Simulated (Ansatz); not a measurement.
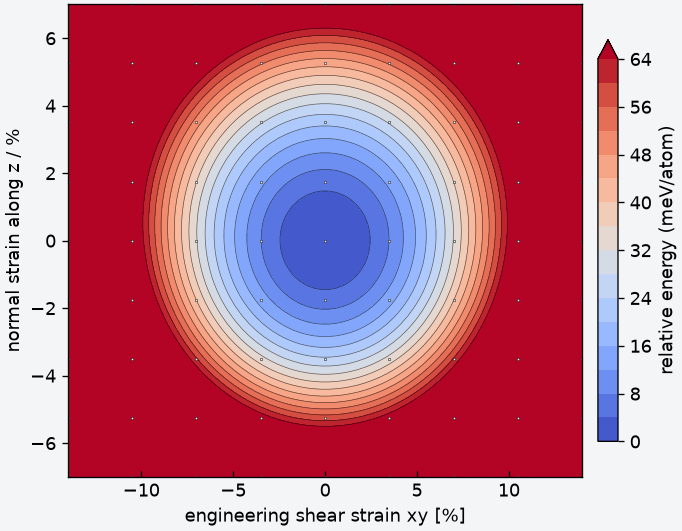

Ta2N (P-3m1, No. 164; 3 atoms in the cell). The energy is mapped over two homogeneous strains (x along [1 0 0], y along [1 2 0], z along [0 0 1] of the conventional cell). Coordinates scanned: (1) engineering shear strain xy; (2) normal strain along z. Nothing is relaxed (fractional coordinates fixed). The scan uses a 9 × 9 grid; 45 points were computed and 36 follow by symmetry. Points are written as (first, second). Energies: meV/atom, counted from the lowest grid point. Computed with DFT PBEsol, scalar-relativistic, plane waves, PAW (Ansatz 0.2.0). Settings: cutoff 520 eV, k-mesh 15×15×8 in the order of the run's cell vectors, gaussian smearing 0.15 eV, no spin polarisation.

The picture shows filled contours, dots at the grid points, one colour for all values above the top of the scale. Between grid points the surface is interpolated.

Where is the minimum, and how stiff is the crystal against these two strains (in GPa)?

The interpolated minimum is at 0.0 % and 0.0 %. Divided by the cell volume of 39.6 Å³, the second derivatives of the energy there are about 161 GPa along the first strain and 450 GPa along the second, with a cross term of about 0 GPa (clamped ions). Round the minimum the two coordinates are nearly uncoupled.

PAW datasets: the set soft_1.
